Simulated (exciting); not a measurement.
**A series of single points on H**

System: H (1 atom in the cell).
Method: Kohn-Sham DFT of a periodic cell, PBEsol, all-electron LAPW+lo, shipped species files, no spin polarisation (exciting sodium).

The 7 runs differ only in the geometry, by an even scaling of the cell at fixed fractional positions. The structure derives from a Materials Project entry.

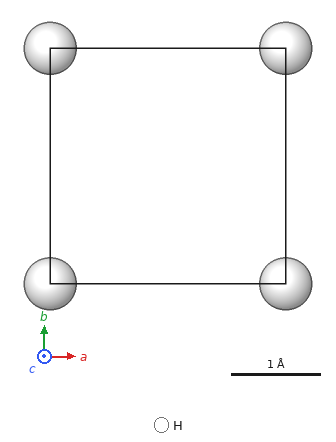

Figure 1. The structure of run 4 (ball-and-stick view of the cell of the calculation, along the c axis; atoms are numbered from 1 in the order of the input). An atom can appear more than once, as a periodic image.

## Input of run 4
```
<input>
  <title>H</title>
  <structure speciespath="./" tshift="false">
    <crystal scale="1">
      <basevect>5.007091545720 0.000000000000 0.000000000000</basevect>
      <basevect>0.000000000000 5.007091545720 0.000000000000</basevect>
      <basevect>0.000000000000 0.000000000000 1.852863085935</basevect>
    </crystal>
    <species speciesfile="H.xml" rmt="0.88">
      <atom coord="0.000000000000 0.000000000000 0.500000000000"/>
    </species>
  </structure>
  <groundstate do="fromscratch" ngridk="10 10 26" rgkmax="5" gmaxvr="15" lmaxapw="10" lmaxmat="10" lmaxvr="8" xctype="GGA_PBE_SOL" stype="Fermi Dirac" swidth="0.00183747" nempty="8" ValenceRelativity="zora" epsengy="1e-05" epspot="1e-05" maxscl="60" tforce="true" outputlevel="normal"/>
  <properties>
    <chargedensityplot>
      <plot3d>
        <box grid="14 14 8">
          <origin coord="0 0 0"/>
          <point coord="1 0 0"/>
          <point coord="0 1 0"/>
          <point coord="0 0 1"/>
        </box>
      </plot3d>
    </chargedensityplot>
    <elfplot>
      <plot3d>
        <box grid="14 14 8">
          <origin coord="0 0 0"/>
          <point coord="1 0 0"/>
          <point coord="0 1 0"/>
          <point coord="0 0 1"/>
        </box>
      </plot3d>
    </elfplot>
    <exccplot>
      <plot3d>
        <box grid="14 14 8">
          <origin coord="0 0 0"/>
          <point coord="1 0 0"/>
          <point coord="0 1 0"/>
          <point coord="0 0 1"/>
        </box>
      </plot3d>
    </exccplot>
  </properties>
</input>
```

Command:
```bash
OMP_NUM_THREADS=1 exciting_smp
```

Run 5 has the same physical settings and fractional positions; its lattice vectors (Å) are:
```
   2.667187    0.000000    0.000000
   0.000000    2.667187    0.000000
   0.000000    0.000000    0.986986
```

## Results, with one run withheld

| run | volume per atom (Å³) | free energy per atom, from the lowest run given (meV) |
| --- | --- | --- |
| 1 | 6.471 | 9.95 |
| 2 | 6.608 | 6.55 |
| 3 | 6.746 | 3.76 |
| 4 | 6.884 | 1.84 |
| 5 | 7.021 | ? |
| 6 | 7.159 | 0.09 |
| 7 | 7.297 | 0.00 |

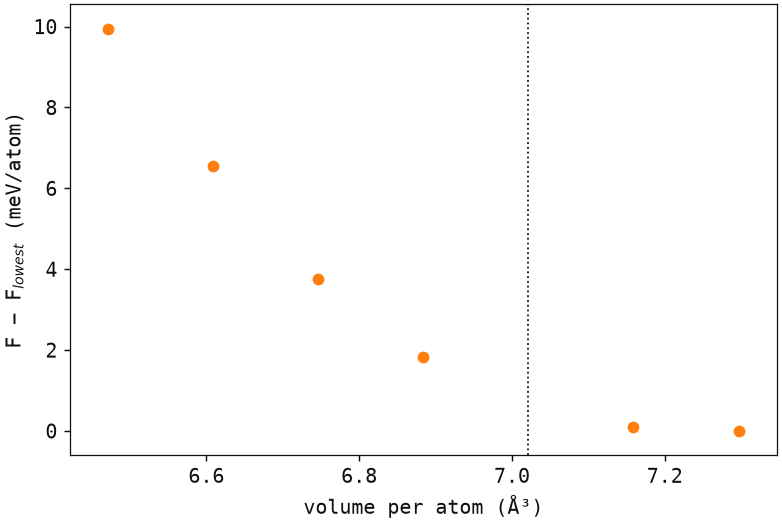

Figure 2. Free energy per atom of the runs given; the dotted line marks run 5.

What should run 5 give?

A cubic polynomial in V^(−2/3) (the Birch–Murnaghan form), fitted to the 6 runs given, misses them by at most 0.07 meV per atom. With x = V^(−2/3) − 0.27723 Å⁻², it reads F = 2.2681 + 466.81 x + 23480 x² − 15779 x³ (meV per atom). At run 5 it gives 0.64 meV per atom, and the run itself gives 0.58. The fit has its minimum at 7.233 Å³ per atom, where V d²F/dV² gives 33.7 GPa. Cell shape and fractional positions are held, so this is the stiffness under even scaling; the relaxed bulk modulus wasn't computed.

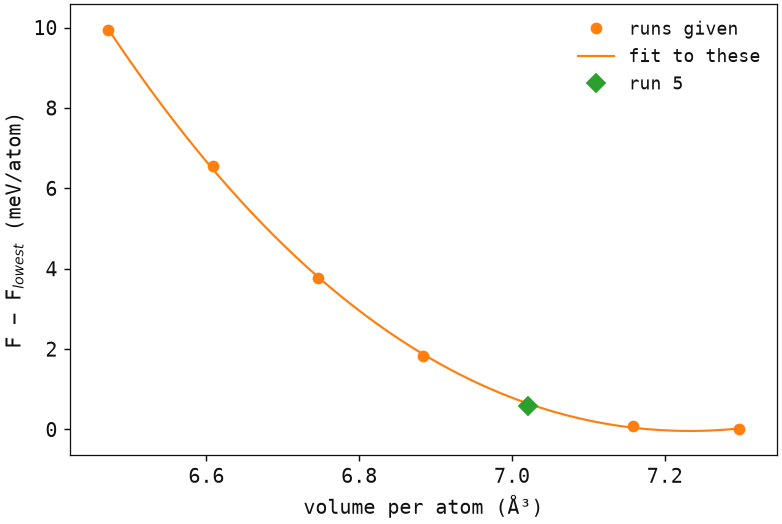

Figure 3. The fit and the withheld run.

## Some lines of the output (run 5)
```
[...]
 Absolute change in total energy   (target) :  0.266758E-04  ( 0.100000E-04)
 Total energy                               :        -0.56246006
 Fermi energy                               :        -0.04745699
 DOS at Fermi energy (states/Ha/cell)       :         0.06394327
 Absolute change in total energy   (target) :  0.454851E-05  ( 0.100000E-04)
 Total energy                               :        -0.56245915
 Fermi energy                               :        -0.04745618
 DOS at Fermi energy (states/Ha/cell)       :         0.06394498
 Absolute change in total energy   (target) :  0.903153E-06  ( 0.100000E-04)
 Total energy                               :        -0.56245908
 Fermi energy                               :        -0.04745611
 DOS at Fermi energy (states/Ha/cell)       :         0.06394512
 Absolute change in total energy   (target) :  0.703387E-07  ( 0.100000E-04)
 Absolute change in total energy   (target) :  0.279480E-08  ( 0.100000E-04)
```
